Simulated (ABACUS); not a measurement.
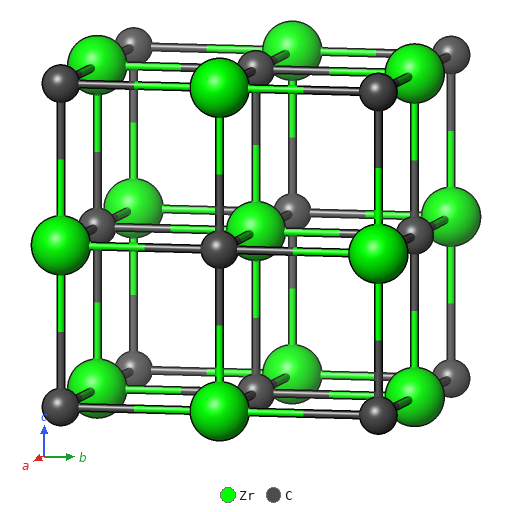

System: ZrC, space group Fm-3m (No. 225). The picture shows the conventional cell.

Starting cell:
```cif
data_structure
_symmetry_space_group_name_H-M 'P 1'
_symmetry_Int_Tables_number 1
_cell_length_a 3.3446
_cell_length_b 3.3446
_cell_length_c 3.3446
_cell_angle_alpha 60.000
_cell_angle_beta 60.000
_cell_angle_gamma 60.000
_cell_volume 26.46
loop_
_atom_site_label
_atom_site_type_symbol
_atom_site_fract_x
_atom_site_fract_y
_atom_site_fract_z
_atom_site_occupancy
Zr1 Zr 0.50000 0.50000 0.50000 1
C1 C 0.00000 0.00000 0.00000 1
```

Method: DFT in plane waves or numerical atomic orbitals with pseudopotentials, spinors without magnetism; energies at scaled volumes of the given cell, shape and fractions fixed, counted from the fit's minimum, third-order Birch-Murnaghan fit (ABACUS 3.10.1). Level: PBE, spin-orbit coupling, no spin polarisation.

- k mesh: 6×6×6
- occupations: Fermi–Dirac
- smearing width: 0.05 eV
- potentials: PseudoDojo NC FR 0.4 PBE standard
- wave cutoff: 1361 eV
- density cutoff: 5442 eV
- program settings: basis DZP

Predict the energy and pressure against volume. The volume takes the values 12.43, 12.96, 13.49, 14.02 Å³/atom.

A third-order Birch–Murnaghan fit gives V0 = 13.09 Å³/atom, B0 = 219 GPa and B′ = 4.0. The energy is 24.65 meV/atom at volume 12.43 Å³/atom and 40.11 meV/atom at 14.02 Å³/atom; the lowest computed point is at volume 12.96 Å³/atom (0.89 meV/atom). The pressure falls from 12.53 GPa at volume 12.43 Å³/atom to −13.06 GPa at 14.02 Å³/atom, and changes sign near 13.10 Å³/atom.

```json
{"volume (Å³/atom)": "12.43", "energy (meV/atom)": "24.65", "pressure (GPa)": "12.53"}
{"volume (Å³/atom)": "12.96", "energy (meV/atom)": "0.89", "pressure (GPa)": "2.21"}
{"volume (Å³/atom)": "13.49", "energy (meV/atom)": "7.93", "pressure (GPa)": "-6.19"}
{"volume (Å³/atom)": "14.02", "energy (meV/atom)": "40.11", "pressure (GPa)": "-13.06"}
```

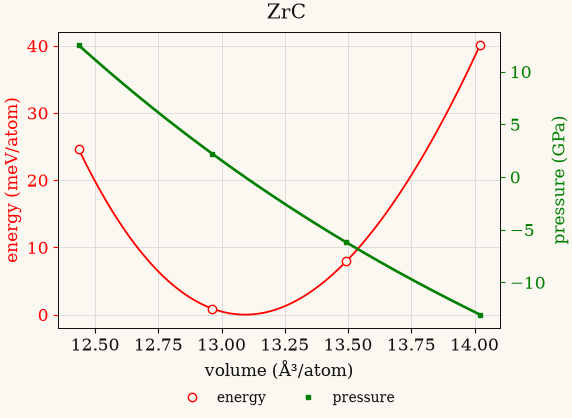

Keep in mind: home made orbitals.
